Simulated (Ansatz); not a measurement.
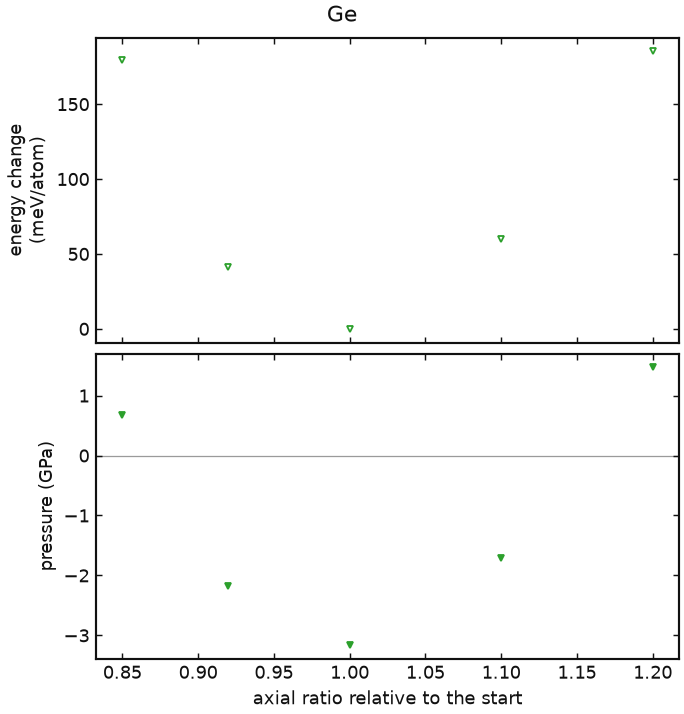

**Figure.** Energy change and pressure against relative axial ratio for Ge, space group Cmmm (No. 65).

The energy change is 179 meV/atom at relative axial ratio 0.85 and 185 meV/atom at 1.20; the lowest computed point is at relative axial ratio 1.00 (0 meV/atom), and no other minimum shows. The pressure goes from 0.668 GPa at relative axial ratio 0.85 to 1.470 GPa at 1.20, not monotonically, with a low of −3.157 GPa at 1.00, and changes sign near 0.87 and 1.15.

Method: deformation of a crystal at fixed volume, lengths along the axis scaled against those across it, fractional coordinates fixed, by plane-wave density functional theory with PAW datasets, free energies less that of the undisturbed cell, pressure positive in compression; scalar-relativistic (Ansatz 0.2.0). Level: r2SCAN, no spin polarisation.

- wave cutoff: 500 eV
- k mesh: 22×22×20
- occupations: Gaussian
- smearing width: 0.15 eV
- k shift: (0, 0, 0) (mesh steps)
- start: as given
- path: axial
- axis direction: (0, 0, 1) (Cartesian unit vector)

Starting cell:
```
CELL_PARAMETERS angstrom
1.39715 -2.60052 0.00000
1.39715 2.60052 0.00000
0.00000 0.00000 2.69823
ATOMIC_POSITIONS crystal
Ge 0.50000 0.50000 0.00000
```

Limits of the calculation: reference crystal is not relaxed; shape and atomic fractions are frozen while scaling, which makes layered, chain and framework solids too stiff.
